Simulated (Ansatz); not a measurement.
**How many bands does the GW gap of WS2 (layered bulk) (P6_3/mmc) need?**

Wanted: a G0W0 gap for WS2 (layered bulk) (P6_3/mmc) that is converged in bands and cutoff, or an estimate of the limit.

Program: Ansatz 0.2.0. Level of theory: G0W0 on PBEsol, plane waves, PAW; PAW set soft_1. Results are calculated unless marked as measured.

**1. Starting point**

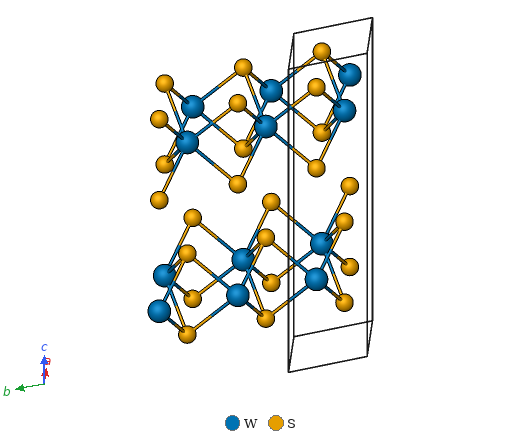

The cell as given, from a free direction (tungsten blue, sulfur orange). 2×3×1 cells are drawn.

The structure was relaxed with PBEsol-D3(BJ). The runs that relaxed it are not among those shown. Spin-orbit coupling is left out unless a step names it.

**2. 104 empty bands, screening to 60 eV**

Now the one-shot GW correction: screening in the RPA, then the self-energy of the levels asked for. This step takes PAW set soft_1 files.

Contents of input.yaml:

```yaml
crystal:
  lattice:
    - [3.1149875803, 0.0, 0.0]
    - [-1.5574937902, 2.697658377, 0.0]
    - [0.0, 0.0, 11.7767699793]
  atoms:
    - { symbol: W, position: [0.3333333333, 0.6666666667, 0.25] }
    - { symbol: S, position: [0.6666666667, 0.3333333333, 0.3835053407] }
    - { symbol: S, position: [0.6666666667, 0.3333333333, 0.1164946593] }
    - { symbol: W, position: [0.6666666667, 0.3333333333, 0.75] }
    - { symbol: S, position: [0.3333333333, 0.6666666667, 0.8835053407] }
    - { symbol: S, position: [0.3333333333, 0.6666666667, 0.6164946593] }
kpoints:
  mp_grid: { grid: [9, 9, 2] }
hamiltonian:
  xc: pbesol
  pseudopotentials: { kind: paw, azcp: { folder: soft_1 }, xc_functional: pbe }
scf:
  occupations: { method: fixed }
gw:
  n_empty_bands: 104
  ecut_chi: 60
  qp_bands: [v2, c2]
  qp_kpoints: band_edges
  screening: { model: contour_deformation }
```

Launch:

```sh
> ansatz run input.yaml --threads 2 --pin off --max-ram 92160MiB --backend cuda --events-out ev --progress --plain --runs-dir out --devices 1 --max-vram 13GiB
```

Numbers of over 12 decimals in the logs are rounded to 6 here.

What it wrote:

```text
GPUs: using 1 of 1 available (devices: 1).
Engine: ansatz 0.2.0, x86_64-unknown-linux-gnu
Pseudopotentials: kind: paw
Pseudopotential: W, paw, valence charge 14, recommended cutoff 420 eV (normal), soft_1/W.paw.azcp
Pseudopotential: S, paw, valence charge 6, recommended cutoff 420 eV (normal), soft_1/S.paw.azcp
Functional definition: PBEsol
  exchange = pbesol_x
  correlation = pbesol_c
device memory: the entry about to start is reckoned to put 1.2 GiB on a device that reports 54.4 GiB free (of which the cap on the GPU budget leaves the run 13.0 GiB)
GPU FFT provider: cuFFT
GPU libraries: cuBLAS 13.8.2, cuFFT 12.4.0, cuSOLVER 12.3.4
Crystal: 6 atoms, lattice volume = 98.962 Å³
Basis set: ecut = 420 eV, 1923 PW (Γ)
Bands: 32, of which v1, the nominal top of the filled ones, is band 26 counted from 1 (25 counted from 0)
Symmetry: 24 space group operations
Space group: P63/mmc (ITA 194), of the structure as read, at distance tolerance 4.6e-5 Å
k-points: 24 of 162
Non-local potential: W, projectors of the file, l = 0: 3, l = 1: 2, l = 2: 2, l = 3: 1
Non-local potential: S, projectors of the file, l = 0: 2, l = 1: 2, l = 2: 1
PAW form: soft (Blöchl's): semilocal exchange-correlation on the pseudo side does not see the compensation charge
PAW frozen core: W, regenerated for the run's functional, and the local potential with it (the file was generated under x = pbe(κ = 0.804, μ = 0.219515), c = pbe(β = 0.066725))
PAW frozen core: S, regenerated for the run's functional, and the local potential with it (the file was generated under x = pbe(κ = 0.804, μ = 0.219515), c = pbe(β = 0.066725))
PAW one-centre angular grid: W, 590 points (default); XC on 64 Gauss nodes
PAW one-centre angular grid: S, 110 points (default); XC on 64 Gauss nodes
Initial density: superposition of atomic densities (chi_scale 0.1, normalization cell, long waves kept (reshape's long-wave potential 0.02 eV rms))
Initial wavefunctions: pseudopotential atomic-orbital guess
GPU buffer pool allocated for 46080 grid points (all kernels)
GPU transforms: local potential and band sums: pruned to the plane-wave sphere, on 24×24×80
Functional: x = pbesol(κ = 0.804, μ = 0.123457), c = pbesol(β = 0.046)
SCF iter   1: F=—  HF=-24061.088062 eV  |F-HF|=—  |Δ(HF+E_count)|=         —  Δρ=4.27e-2  dr2=3.55e0  ethr=3.10e-3  ⟨swp⟩=5.0  Hψ=3674  notcnv=0  defer=32
preconditioner: auto → Resta (q_TF=auto, 2.451 Å⁻¹)  ε∞=7.6  [insulator: Δε(μ)=0.717 eV  Ē_g=8.709 eV  n_scr=26 (ndim 8)  ℏωp=22.4 eV  f_vac=0.000  ε∞_Penn≈7.6]
SCF iter   2: F=—  HF=-24060.363632 eV  |F-HF|=—  |Δ(HF+E_count)|=   7.24e-1  Δρ=2.46e-2  dr2=9.84e-1  ethr=3.10e-3  ⟨swp⟩=2.5  Hψ=1239  notcnv=0  defer=79
SCF iter   3: F=—  HF=-24060.096423 eV  |F-HF|=—  |Δ(HF+E_count)|=   2.67e-1  Δρ=5.54e-3  dr2=6.22e-2  ethr=1.89e-3  ⟨swp⟩=2.8  Hψ=1268  notcnv=0  defer=80
SCF iter   4: F=—  HF=-24060.088302 eV  |F-HF|=—  |Δ(HF+E_count)|=   8.12e-3  Δρ=2.61e-3  dr2=7.94e-3  ethr=1.20e-4  ⟨swp⟩=2.7  Hψ=1292  notcnv=0  defer=96
SCF iter   5: F=—  HF=-24060.088584 eV  |F-HF|=—  |Δ(HF+E_count)|=   2.82e-4  Δρ=5.76e-4  dr2=1.19e-3  ethr=1.53e-5  ⟨swp⟩=2.6  Hψ=1178  notcnv=0  defer=94
SCF iter   6: F=—  HF=-24060.088598 eV  |F-HF|=—  |Δ(HF+E_count)|=   1.45e-5  Δρ=1.66e-4  dr2=4.01e-5  ethr=2.29e-6  ⟨swp⟩=2.0  Hψ=1145  notcnv=0  defer=94
SCF iter   7: F=—  HF=-24060.088631 eV  |F-HF|=—  |Δ(HF+E_count)|=   3.21e-5  Δρ=3.68e-5  dr2=1.58e-6  ethr=7.71e-8  ⟨swp⟩=2.0  Hψ=1194  notcnv=0  defer=82
SCF iter   8: F=-24060.088632 eV  HF=-24060.088632 eV  |F-HF|=7.20e-9  |Δ(HF+E_count)|=   1.90e-6  Δρ=5.82e-6  dr2=5.23e-8  ethr=1.92e-10  ⟨swp⟩=6.8  Hψ=4119  notcnv=0
SCF 1 converged in 8 iterations: F = -24060.088632 eV  dr2 = 5.23e-8
  greatest PAW one-centre occupation: 0.999 electrons in one spin orbital (limit 2), on the W atom at site 3 (counted from 0), in its partial waves of l = 0
device memory: the entry about to start is reckoned to put 1.2 GiB (of the 1.3 GiB reckoned in all, the device holds 0.1 GiB already) on a device that reports 54.3 GiB free (of which the cap on the GPU budget leaves the run 12.9 GiB)
NSCF: frozen V_eff on 24 k-points, pencils in batches of 32, up to order 128
the band table was solved once the SCF had ended and its energy, with any forces and stress, was formed, with the checks that follow a solve (3198 applications of the Hamiltonian). They found nothing against the state; the energy, forces and stress were not computed again (output.eigenvalues in the input reference)
device memory: the entry about to start is reckoned to put 2.6 GiB on a device that reports 54.4 GiB free (of which the cap on the GPU budget leaves the run 13.0 GiB)
NSCF: frozen V_eff on 24 k-points
G₀W₀ screening: q 1/24
[... further progress lines ...]
device memory: the entry about to start is reckoned to put 0.5 GiB on a device that reports 50.0 GiB free (of which the cap on the GPU budget leaves the run 13.0 GiB)
NSCF: frozen V_eff on 1 k-points
device memory: the entry about to start is reckoned to put 0.5 GiB on a device that reports 50.0 GiB free (of which the cap on the GPU budget leaves the run 13.0 GiB)
NSCF: frozen V_eff on 1 k-points
SCF converged after 8 iterations
Free energy (F): -24060.088632 eV
Harris-Foulkes:  -24060.088632 eV  (|F-HF|=7.20e-9)
Internal energy: -24060.088632 eV  (E = F + TS)
E sigma→0 (E₀):  -24060.088632 eV
Fermi energy:    12.978758 eV
--- Per-component energies (eV) ---
  E_band       = -317.848632
  E_kinetic    = 1274.566650
  E_local      = -3030.846879  (includes V_loc(G=0)·N_el)
  E_nonlocal   = 94.007199
  E_hartree    = 1254.868067
  E_xc         = -887.800496
  E_vxc        = -797.859312  (∫ρ·V_xc dr)
  E_paw        = -19271.705896  (= ΣΔE_a)
  E_vpaw       = -367.460089  (= ΣTr[D̂ρ^β])
  E_aug_tail   = 0.000308  (compensation charges beyond the density's cutoff)
  E_ewald      = -3493.869098
  E_core_change = 0.691513  (= ΣΔE_core)
  E_smearing   = -0.000000  (= −TS)
  E_closure    = -0.000000  (closes the sum)
  Σ components = -24060.088632   (vs F -24060.088632, Δ=0.00e0)
--- Band table (eV; the first three rows and the last of 24) ---
  k-point 0: bands = [... 22 lower, 10.6946, 11.3821, 11.7139, 12.9788, 15.1832, 15.1832, 15.2008, 15.2008, ... 2 higher]
  k-point 1: bands = [... 22 lower, 10.6438, 10.6438, 12.6680, 12.6680, 15.1732, 15.1732, 15.1732, 15.1732, ... 2 higher]
  k-point 2: bands = [... 22 lower, 10.6424, 11.4298, 11.7668, 12.4620, 14.8887, 14.9651, 15.0518, 15.1842, ... 2 higher]
  k-point 23: bands = [... 22 lower, 9.6195, 9.6195, 12.1127, 12.1127, 14.2429, 14.2429, 15.2483, 15.2483, ... 2 higher]
--- G₀W₀: contour deformation, 7 samples at zero and on the imaginary axis and 2 off it, 162 q-points, 104 empty bands' worth ---
  eigenvalues of the whole cell's RPA ε∞ on this k-mesh (on a slab, of 1 + 4πα/V) = 7.8754, 14.6438, 14.6438; static W/v taken at q = 0 is 0.082984
  bands read: the sum over 130 bands ends inside a degenerate multiplet in 1 slot, whose members it reads at an even weight; the widest, k=0: bands 130 to 131 (counted from 1) at 1/2 each
  gw.qp_kpoints: band_edges: 14 of 24 stored k-points solved, in 1 pass; an edge of the gap read off the rows below is read off those points alone
    valence top: of the k-points left out ik 11 came nearest to being solved in a further pass, in band 25 (counted from 1, as in the quasiparticle table): it holds the edge there only if its correction is more favourable than any solved in that band by at least 1.304 eV; those differ by 0.284 eV
    conduction bottom: of the k-points left out ik 14 came nearest to being solved in a further pass, in band 27 (counted from 1, as in the quasiparticle table): it holds the edge there only if its correction is more favourable than any solved in that band by at least 0.566 eV; those differ by 0.157 eV
    ik  band        ε_KS         Σx   Σc(E_QP)       V_xc       Z   E_QP_lin       E_QP  E_QP is
     0    25     11.7139   -18.8633     2.3282   -16.5993  0.7714    11.7780    11.7780  root
     0    26     12.9788   -19.5016     0.8463   -19.0507  0.7723    13.3732    13.3741  root
     0    27     15.1832   -13.9204    -3.5757   -18.2483  0.7604    15.9458    15.9354  root
     0    28     15.1832   -13.9204    -3.5757   -18.2483  0.7604    15.9458    15.9354  root
     1    25     12.6680   -19.2984     1.1703   -18.4571  0.7724    12.9961    12.9969  root
     1    26     12.6680   -19.2984     1.1703   -18.4571  0.7724    12.9961    12.9969  root
     1    27     15.1732   -13.7851    -3.7949   -18.4029  0.7692    16.0073    15.9961  root
     1    28     15.1732   -13.7851    -3.7949   -18.4029  0.7692    16.0073    15.9961  root
     2    25     11.7668   -18.9366     2.3237   -16.6830  0.7715    11.8368    11.8369  root
     2    26     12.4620   -19.2472     1.0780   -18.5239  0.7709    12.8157    12.8166  root
     2    27     14.8887   -13.8187    -3.6526   -18.2209  0.7654    15.6477    15.6382  root
     2    28     14.9651   -13.9315    -3.5360   -18.2189  0.7638    15.7261    15.7165  root
     3    25     12.3283   -19.2631     1.3184   -18.2539  0.7707    12.6367    12.6375  root
     3    26     12.3283   -19.2631     1.3184   -18.2539  0.7707    12.6367    12.6375  root
     3    27     15.0022   -13.8192    -3.7391   -18.3359  0.7670    15.7900    15.7798  root
     3    28     15.0022   -13.8192    -3.7391   -18.3359  0.7670    15.7900    15.7798  root
     4    25     11.2469   -18.9689     1.6079   -17.6503  0.7618    11.5351    11.5362  root
     4    26     11.4074   -19.1215     1.5853   -17.8251  0.7633    11.6954    11.6964  root
     4    27     14.1530   -13.4492    -3.5141   -17.6869  0.7764    14.8832    14.8766  root
     4    28     14.6626   -14.2954    -3.5862   -18.6589  0.7672    15.4491    15.4399  root
     6    25     10.7949   -19.7056     2.4006   -17.4621  0.7644    10.9517    10.9520  root
     6    26     11.0368   -19.0170     1.8079   -17.4664  0.7615    11.2932    11.2941  root
     6    27     14.4376   -13.8435    -3.7680   -18.3786  0.7731    15.2134    15.2046  root
     6    28     14.7574   -15.3183    -3.9071   -20.0814  0.7643    15.6261    15.6134  root
[...]
22    25     11.9701   -18.4494     0.9821   -17.7913  0.7729    12.2931    12.2940  root
    22    26     12.3210   -19.1234     0.8636   -18.6420  0.7734    12.7021    12.7031  root
    22    27     14.2426   -15.8554    -3.4108   -20.1272  0.7740    15.1129    15.1036  root
    22    28     14.2426   -15.8554    -3.4108   -20.1272  0.7740    15.1129    15.1036  root
    23    25     12.1127   -18.6383     0.9071   -18.0790  0.7734    12.4596    12.4606  root
    23    26     12.1127   -18.6383     0.9071   -18.0790  0.7734    12.4596    12.4606  root
    23    27     14.2429   -15.8637    -3.4111   -20.1359  0.7739    15.1133    15.1040  root
    23    28     14.2429   -15.8637    -3.4111   -20.1359  0.7739    15.1133    15.1040  root
```

Elapsed: 26 s, on 1 × NVIDIA H100 80GB HBM3 (shared by 6 runs) with 2 threads of AMD EPYC 7R13 (Zen 3), shared host; peak memory 1.2 GiB; 42 s of CPU time.

In the SCF lines HF is the Harris–Foulkes energy and dr2 the Hartree energy of the density residual, in eV; the loop may stop once dr2 is under the threshold and the program's other checks hold. Hψ counts applications of the Hamiltonian.

Numbers from this step:

```yaml
bands_summed: 130
rpa_eps_infinity_on_this_mesh_eigenvalues: 7.875, 14.64, 14.64
plane_waves_in_the_screening_matrix: 93
q_points_in_the_mesh: 162
g0w0_gap_on_the_mesh: 1.095 eV
k_of_the_valence_top: 0, 0, 0
k_of_the_conduction_bottom: 0.1111, 0.2222, 0
starting_gap_on_the_mesh: 0.7871 eV
z_at_the_valence_top: 0.7723
z_at_the_conduction_bottom: 0.7802
least_direct_g0w0_gap_on_the_computed_points: 2.401 eV
```

The gap on the mesh goes from 0.79 eV to 1.10 eV, a correction of +0.31 eV. Between the two edge states, bare exchange in place of the xc potential would open the gap by 4.51 eV, and correlation takes back 4.20 eV.

**3. 412 empty bands, screening to 150 eV**

Bands and screening cutoff are moved together, since each hides the error of the other.

Changes to input.yaml since step 2:

```diff
@@ -20,4 +20,4 @@
 gw:
-  n_empty_bands: 104
-  ecut_chi: 60
+  n_empty_bands: 412
+  ecut_chi: 150.0
   qp_bands: [v2, c2]
```

What it wrote:

```text
GPUs: using 1 of 1 available (devices: 1).
[...]
GPU FFT provider: cuFFT
GPU libraries: cuBLAS 13.8.2, cuFFT 12.4.0, cuSOLVER 12.3.4
Crystal: 6 atoms, lattice volume = 98.962 Å³
Basis set: ecut = 420 eV, 1923 PW (Γ)
Bands: 32, of which v1, the nominal top of the filled ones, is band 26 counted from 1 (25 counted from 0)
[... 1 set-up line as in the run before ...]
[...]
k-points: 24 of 162
[...]
GPU buffer pool allocated for 46080 grid points (all kernels)
[...]
SCF iter   1: F=—  HF=-24061.088062 eV  |F-HF|=—  |Δ(HF+E_count)|=         —  Δρ=4.27e-2  dr2=3.55e0  ethr=3.10e-3  ⟨swp⟩=5.0  Hψ=3674  notcnv=0  defer=32
[...]
SCF iter   8: F=-24060.088632 eV  HF=-24060.088632 eV  |F-HF|=7.20e-9  |Δ(HF+E_count)|=   1.90e-6  Δρ=5.82e-6  dr2=5.23e-8  ethr=1.92e-10  ⟨swp⟩=6.8  Hψ=4119  notcnv=0
SCF 1 converged in 8 iterations: F = -24060.088632 eV  dr2 = 5.23e-8
[...]
NSCF: frozen V_eff on 24 k-points, pencils in batches of 32, up to order 128
[...]
NSCF: frozen V_eff on 24 k-points
G₀W₀ screening: q 1/24
[... further progress lines ...]
[...]
SCF converged after 8 iterations
Free energy (F): -24060.088632 eV
[...]
Internal energy: -24060.088632 eV  (E = F + TS)
E sigma→0 (E₀):  -24060.088632 eV
Fermi energy:    12.978758 eV
[...]
--- Band table (eV; the first three rows and the last of 24) ---
  k-point 0: bands = [... 22 lower, 10.6946, 11.3821, 11.7139, 12.9788, 15.1832, 15.1832, 15.2008, 15.2008, ... 2 higher]
  k-point 1: bands = [... 22 lower, 10.6438, 10.6438, 12.6680, 12.6680, 15.1732, 15.1732, 15.1732, 15.1732, ... 2 higher]
  k-point 2: bands = [... 22 lower, 10.6424, 11.4298, 11.7668, 12.4620, 14.8887, 14.9651, 15.0518, 15.1842, ... 2 higher]
  k-point 23: bands = [... 22 lower, 9.6195, 9.6195, 12.1127, 12.1127, 14.2429, 14.2429, 15.2483, 15.2483, ... 2 higher]
[...]
0    25     11.7139   -18.8633     1.7757   -16.5993  0.7643    11.2225    11.2255  root
     0    26     12.9788   -19.5016     0.2816   -19.0507  0.7634    12.8093    12.8095  root
     0    27     15.1832   -13.9204    -4.1168   -18.2483  0.7521    15.3950    15.3943  root
     0    28     15.1832   -13.9204    -4.1168   -18.2483  0.7521    15.3950    15.3943  root
     1    25     12.6680   -19.2984     0.6167   -18.4571  0.7640    12.4429    12.4433  root
     1    26     12.6680   -19.2984     0.6167   -18.4571  0.7640    12.4429    12.4433  root
     1    27     15.1732   -13.7851    -4.3176   -18.4029  0.7621    15.4748    15.4735  root
     1    28     15.1732   -13.7851    -4.3176   -18.4029  0.7621    15.4748    15.4735  root
[...]
23    25     12.1127   -18.6383     0.4146   -18.0790  0.7668    11.9679    11.9681  root
    23    26     12.1127   -18.6383     0.4146   -18.0790  0.7668    11.9679    11.9681  root
    23    27     14.2429   -15.8637    -3.9480   -20.1359  0.7652    14.5682    14.5671  root
    23    28     14.2429   -15.8637    -3.9480   -20.1359  0.7652    14.5682    14.5671  root
```

Run time: 1.8 min. Hardware: 1 × NVIDIA H100 80GB HBM3 (shared by 6 runs) with 2 threads; peak memory 2.3 GiB.

Numbers from this step:

```yaml
bands_summed: 438
rpa_eps_infinity_on_this_mesh_eigenvalues: 7.809, 14.15, 14.15
plane_waves_in_the_screening_matrix: 413
q_points_in_the_mesh: 162
g0w0_gap_on_the_mesh: 1.197 eV
k_of_the_valence_top: 0, 0, 0
k_of_the_conduction_bottom: 0.1111, 0.2222, 0
starting_gap_on_the_mesh: 0.7871 eV
z_at_the_valence_top: 0.7634
z_at_the_conduction_bottom: 0.7732
least_direct_g0w0_gap_on_the_computed_points: 2.383 eV
```

Against the run with 9×9×2 mesh, 104 empty bands, screening to 60 eV, PAW set soft_1 files, the gap moves by +0.10 eV.

**4. Convergence and cost**

Times are wall times on 1 × NVIDIA H100 80GB HBM3 (shared by 6 runs) with 2 threads of AMD EPYC 7R13 (Zen 3), shared host, good to a factor of about two.

| mesh | files | frequency | bands summed | cutoff (eV) | start (eV) | G0W0 (eV) | time | host memory (GiB) |
| --- | --- | --- | --- | --- | --- | --- | --- | --- |
| 9×9×2 | PAW set soft_1 | contour deformation | 130 | 60 | 0.787 | 1.095 | 26 s | 1.2 |
| 9×9×2 | PAW set soft_1 | contour deformation | 438 | 150 | 0.787 | 1.197 | 1.8 min | 2.3 |

How the two edges are built up, in eV (the quasiparticle level is the starting level plus Σx plus Σc less Vxc):

| run | edge | start | Σx | Σc | Vxc | Z | QP |
| --- | --- | --- | --- | --- | --- | --- | --- |
| 130 bands | valence top | 12.98 | -19.50 | 0.85 | -19.05 | 0.77 | 13.37 |
| 130 bands | conduction bottom | 13.77 | -13.36 | -3.36 | -17.42 | 0.78 | 14.47 |
| 438 bands | valence top | 12.98 | -19.50 | 0.28 | -19.05 | 0.76 | 12.81 |
| 438 bands | conduction bottom | 13.77 | -13.36 | -3.82 | -17.42 | 0.77 | 14.01 |

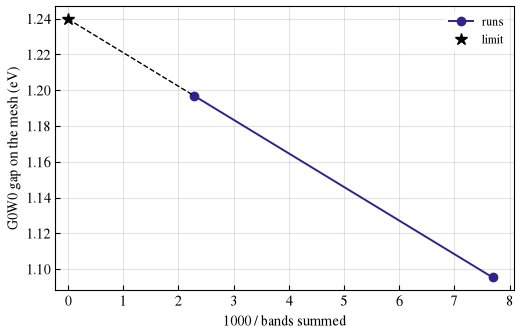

The gap against one over the number of bands; the dashed line carries the two highest rungs to the limit.

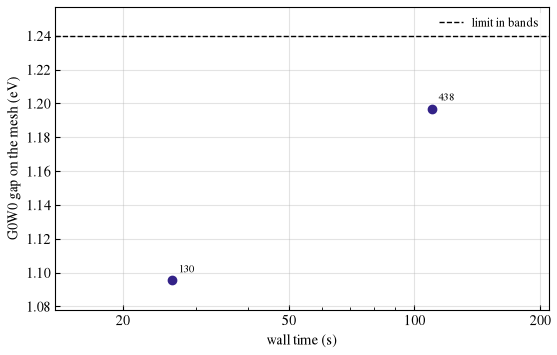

Result against wall time.

**5. Outcome**

| Quantity | Value |
| --- | --- |
| 130 bands, 60 eV | 1.095 eV |
| 438 bands, 150 eV | 1.197 eV |
| estimated limit in bands and cutoff | 1.24 eV |
| mesh and start | 9×9×2, PBEsol |

A line in one over the bands through the two rungs gives 1.24 eV, +0.04 eV from the top rung; with two points alone it is an unchecked estimate. The rungs stand 0.14 eV (130 bands) and 0.04 eV (438 bands) from it. From 130 to 438 bands the gap moves by +0.10 eV while the time grows 4.2-fold. Σc changes by −0.56 eV at the valence top and −0.46 eV at the conduction bottom, so the levels themselves move more than the gap between them. The 9×9×2 mesh misses a band edge: over a band path and its finer mesh (run apart) the PBEsol gap is 0.66 eV, so the G0W0 gap over the zone may lie about 0.13 eV below its value on the mesh. The 9×9×2 mesh is coarse for this cell (its supercell is 24 Å along the shortest edge). The RPA ε∞ on it, from the PBEsol start, is 7.81 and 14.15; such meshes misread the long-range screening, most where the gap is narrow. The many-body steps are scalar-relativistic: spin-orbit coupling is not in them.

[Paths, hosts, dates, memory and timing lines, banners, echoed tables and standing remarks are left out of the program output.]

[Logs are printed without paths, hosts, clocks, repeated set-up lines and the standing remarks that a program may print on its own settings, such as how far it seeks lower states.]

[Runs of the session that timed out or met a known fault of the program may be left out.]

[Cells called generated may have been cut or substituted from an entry of the Crystallography Open Database or the Materials Project.]

[Hosts, paths, dates, database ids (printed as entryN), source tags and the programs' standing remarks are cut or masked in the printed files.]
